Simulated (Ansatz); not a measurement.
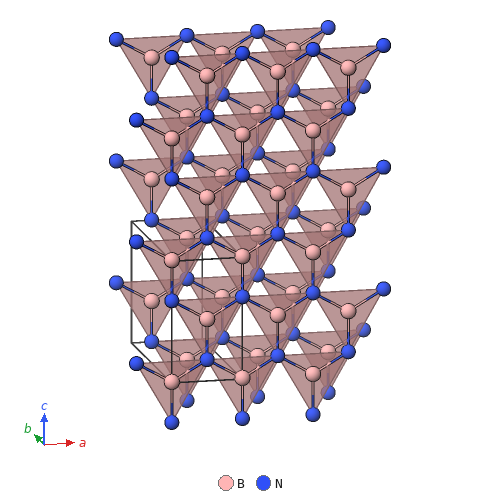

Polyhedra are drawn about B (bonds: B–N below 1.6 Å); other atoms are plain spheres.

System BN (space group Fmm2, No. 42); source of the atomic positions: the geometry relaxed in a fixed cell with DFT PBE+D3(BJ), scalar-relativistic, plane waves, PAW in Ansatz.

Sharing among the drawn polyhedra:

```
site    polyhedron  corner-sharing neighbours  edge-sharing  face-sharing  bond (Å)
   B  BN3 triangle                          6             0             0      1.45
```

They form layers of corner-sharing triangles parallel to (010).
